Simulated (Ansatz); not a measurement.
Geometry relaxation of HfC (part 2 of 2)

HfC (2 atoms in the cell); DFT r2SCAN, scalar-relativistic, plane waves, PAW, no spin polarisation (Ansatz 0.2.0); cutoff 500 eV, 16×16×16 k-mesh, Gaussian smearing of 0.1 eV. The structure derives from an entry of the Crystallography Open Database.

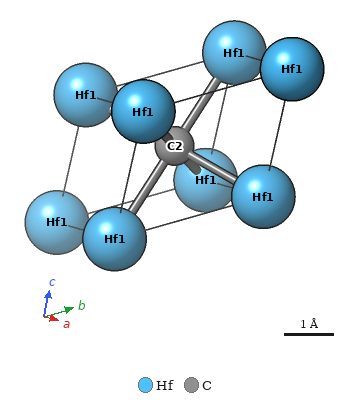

**Figure 1.** The geometry at step 3 of the log (ball-and-stick view of the cell of the calculation, seen slightly off an axis; atoms are numbered from 1 in the order of the input).

```
basis re-selected at this cell: Δ(F+E_penalty+E_count) = +2.141e-5 eV, ΔP = +0.001 GPa vs the last step (what re-selecting the basis moved, of the pressure what is left beyond the Pulay correction that the steps carried, after the strain that the cell walked since its last selection, with what the two solves' SCF thresholds leave and, on support functions, any second-order correction that the steps lacked; it is no measure of the basis error at this ecutwfc). This SCF's stress stands 9.83e-3 GPa from its target on what of the cell is left free (relax.cell.stress_tol is 5.00e-2 GPa) and its largest allowed force component is 2.94e-30 eV/Å (relax.f_tol is 5.00e-3 eV/Å): within both
SCF converged after 7 iterations
Free energy (F): -15986.901254 eV
Harris-Foulkes:  -15986.901254 eV  (|F-HF|=3.64e-12)
Internal energy: -15986.899449 eV  (E = F + TS)
E sigma→0 (E₀):  -15986.900352 eV
Entropy (-TS):   -0.001805 eV (-0.902 meV/atom)
Fermi energy:    20.213685 eV
--- Per-component energies (eV) ---
  E_band       = 98.131642
  E_kinetic    = 512.492548
  E_local      = -4973.866246  (includes V_loc(G=0)·N_el)
  E_nonlocal   = -1221.564403
  E_hartree    = 2354.511066
  E_xc         = -331.925172
  E_vxc        = -359.875763  (∫ρ·V_xc dr)
  E_paw        = -7052.961911  (= ΣΔE_a)
  E_vpaw       = 1414.299259  (= ΣTr[D̂ρ^β])
  E_aug_tail   = 0.000003  (compensation charges beyond the density's cutoff)
  E_vtau       = 17.624065  (kinetic-family band-sum trace: ∫τ·v_τ [+ j·A + Jᵃ·Aᵃ] dr)
  E_ewald      = -5273.882081
  E_core_change = 0.296748  (= ΣΔE_core)
  E_smearing   = -0.001805  (= −TS)
  E_closure    = -0.000000  (closes the sum)
  Σ components = -15986.901254   (vs F -15986.901254, Δ=0.00e0)
--- Forces (eV/Å), atoms counted from 1 ---
  atom   1  Hf    -0.00000000    -0.00000000     0.00000000
  atom   2  C      0.00000000     0.00000000    -0.00000000
  max |Σ_I F_I| component: 4.63e-30 eV/Å
--- Stress (GPa, compression-positive) ---
       -0.009828       0.000000      -0.000000
        0.000000      -0.009828      -0.000000
        0.000000      -0.000000      -0.009828
  P = ⅓ Tr σ = -0.0098 GPa (-0.098 kbar)
--- Band table (eV; the first three rows and the last of 145) ---
  k-point 0: bands = ["-42.7035", "-10.4859", "-10.4859", "-10.4859", "7.1235", "8.8730", "8.8730", "8.8730", "8.8750", "8.9642", "8.9642", "8.9642", "21.2624", "21.2624", "21.2624", "21.8075", "21.8075", "21.8075", "23.7466"]
  k-point 1: bands = ["-42.7018", "-10.5148", "-10.4885", "-10.4885", "7.2222", "8.8748", "8.8755", "8.8755", "8.8767", "8.9620", "8.9620", "8.9643", "20.5218", "20.7331", "20.7331", "22.0227", "22.0227", "22.2956", "24.2717"]
  k-point 2: bands = ["-42.6971", "-10.5961", "-10.4959", "-10.4959", "7.5074", "8.8797", "8.8828", "8.8828", "8.8850", "8.9557", "8.9557", "8.9646", "19.4128", "19.8797", "19.8797", "22.3748", "22.3748", "22.7535", "25.3958"]
  k-point 144: bands = ["-42.6450", "-10.9141", "-10.9141", "-10.7406", "8.8005", "8.9036", "8.9101", "8.9101", "8.9343", "8.9361", "8.9361", "9.8977", "17.0644", "17.3495", "17.3495", "24.1714", "24.1714", "27.3057", "27.7254"]
--- Relaxed structure (3 steps of the walk, 3 accepted, 1 SCFs on fresh bases) ---
  F+E_penalty+E_count = -15986.90125398 eV   max|allowed force component| = 2.942e-30 eV/Å   (the final SCF, on the basis selected at the relaxed cell)
  cell:  # Å, volume = 24.9872 Å³
    - [5.668601386596343e-34, -2.320396797935174, -2.320396797935174]
    - [2.320396797935174, 4.0762976263164716e-34, -2.320396797935174]
    - [2.320396797935174, -2.320396797935174, -6.687675793175461e-34]
  atoms:
    - { symbol: Hf, position: [-7.0108336909055234e-37, 9.707308187416165e-37, 2.1571795972053626e-36] }
    - { symbol: C, position: [0.5, 0.5, 0.5] }
```

### Trajectory as extended XYZ (Å, eV, eV/Å), 4 frames, from step=1 to step=4
```
2
Lattice="0.0000 -2.3250 -2.3250 2.3250 0.0000 -2.3250 2.3250 -2.3250 0.0000" Properties=species:S:1:pos:R:3:forces:R:3 step=1 energy=-15986.90057 pressure_GPa=-1.45
Hf    0.0000    0.0000    0.0000    0.0000   0.0000   0.0000
C     2.3250   -2.3250   -2.3250    0.0000   0.0000   0.0000
2
Lattice="0.0000 -2.3167 -2.3167 2.3167 0.0000 -2.3167 2.3167 -2.3167 0.0000" Properties=species:S:1:pos:R:3:forces:R:3 step=2 energy=-15986.90086 pressure_GPa=1.18
Hf    0.0000    0.0000    0.0000    0.0000   0.0000   0.0000
C     2.3167   -2.3167   -2.3167    0.0000   0.0000   0.0000
2
Lattice="0.0000 -2.3204 -2.3204 2.3204 0.0000 -2.3204 2.3204 -2.3204 0.0000" Properties=species:S:1:pos:R:3:forces:R:3 step=3 energy=-15986.90128 pressure_GPa=-0.01
Hf    0.0000    0.0000    0.0000    0.0000   0.0000   0.0000
C     2.3204   -2.3204   -2.3204    0.0000   0.0000   0.0000
2
Lattice="0.0000 -2.3204 -2.3204 2.3204 0.0000 -2.3204 2.3204 -2.3204 0.0000" Properties=species:S:1:pos:R:3:forces:R:3 step=4 energy=-15986.90125 pressure_GPa=-0.01
Hf    0.0000    0.0000    0.0000    0.0000   0.0000   0.0000
C     2.3204   -2.3204   -2.3204    0.0000   0.0000   0.0000
```

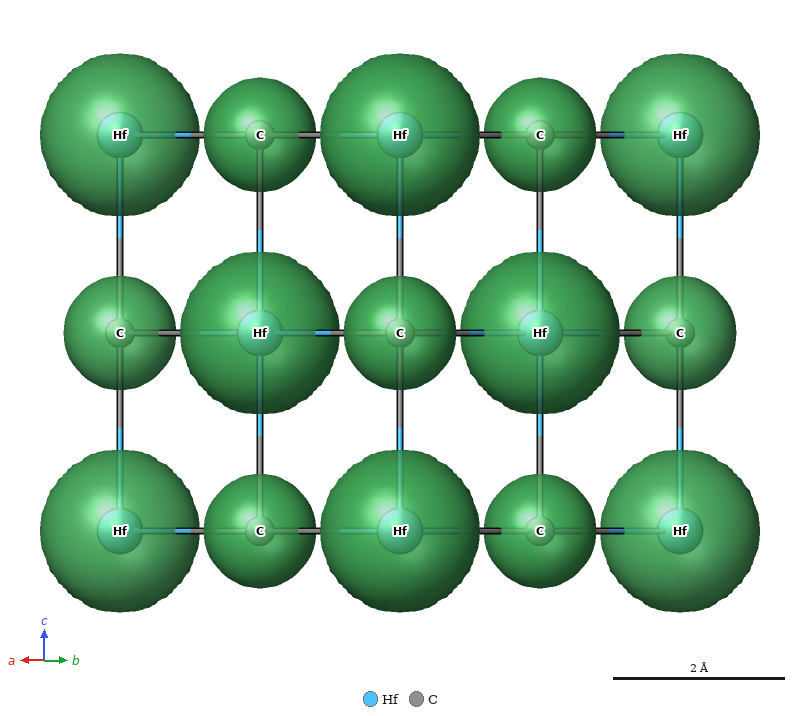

**Figure 2.** Isosurface of the valence pseudo-density at 1 e/Å³ (green), seen along [110]. Sticks mark near contacts. The outline is the cell set on symmetry axes. At this value the density breaks into separate islands; it holds about 75 % of the electrons treated as valence (semicore included). It is pinched off along the Hf–C (2.32 Å) contacts. On the grid the lowest density along these lines, outside the cores, is 0.48 e/Å³ (Hf–C, 2.32 Å). The fields are those of the smooth PAW valence density.

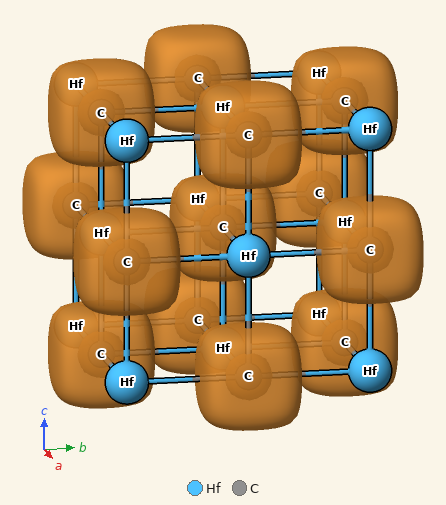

**Figure 3.** Isosurface of the ELF at 0.6 (orange), seen slightly off an axis. Core shells and regions of very low density are left out. Sticks mark near contacts. The outline is the cell set on symmetry axes. Profiles from the grid: Hf–C (2.32 Å): the ELF is about 0.25 at the midpoint (no shared pair; the contact is polar).

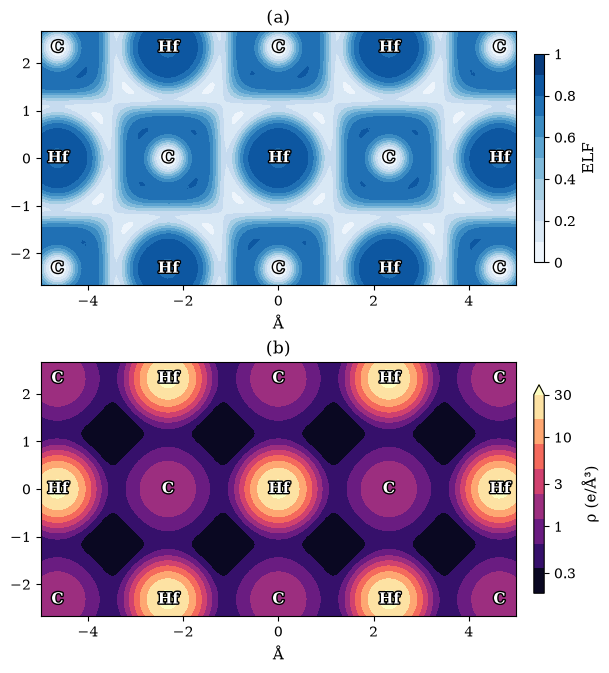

**Figure 4.** (a) ELF; (b) valence pseudo-density on the (100) plane of the conventional cell. The section cuts through Hf and C sites. Hf–C (2.32 Å): the density is about 0.5 e/Å³ at the midpoint; the ELF is about 0.25 at the midpoint (no shared pair; the contact is polar). Away from the nuclei the density in this plane falls to 0.18 e/Å³ at its lowest. The strong features right at Hf lie inside the PAW spheres (semicore, d or f shells) and say nothing about bonding.

This output came from the following input.

### Input
```yaml
crystal:
  lattice:
    - [0.0, -2.325, -2.325]
    - [2.325, 0.0, -2.325]
    - [2.325, -2.325, 0.0]
  atoms:
    - { symbol: Hf, position: [0.0, 0.0, 0.0] }
    - { symbol: C, position: [0.5, 0.5, 0.5] }
basis:
  ecutwfc: 500
kpoints:
  mp_grid: { grid: [16, 16, 16] }
hamiltonian:
  xc: r2scan
scf:
  occupations: { method: gaussian, width: 0.1 }
output:
  forces: true
  stress: true
  eigenvalues: true
  write_density: true
  write_potential: true
  elf: true
  volumetric_format: npy
relax:
  adjacent_minimum: "off"
  f_tol: 0.005
  max_steps: 80
  cell: { stress_tol: 0.05 }
```

Launched with:
```bash
ansatz run input.yaml --threads 2 --pin off --max-ram 5120MiB --backend cpu --events-out ev --progress --plain --runs-dir out
```

### Summary

- outcome: converged
- space group (tolerance 0.01 Å): Fm-3m (225)
- electrons treated: 30
- free energy: −15986.9013 eV
- Fermi energy: 20.214 eV
- gap on the k-point mesh: none (metallic)
- pressure: −0.01 GPa
- final volume: 24.99 Å³
- largest force (length of the vector) at the end: under 0.001 eV/Å
- final cell: a = 3.282 Å, b = 3.282 Å, c = 3.282 Å, α = 60.00°, β = 60.00°, γ = 60.00°
- hardware: 2 threads of Intel Xeon @ 2.50GHz (Skylake/Cascade Lake), 32 GiB of memory available, shared host
- wall time: 30 s (CPU time 57 s)
- peak memory: 0.49 GiB

### Remarks

Spin–orbit coupling is left out, which matters for Hf.
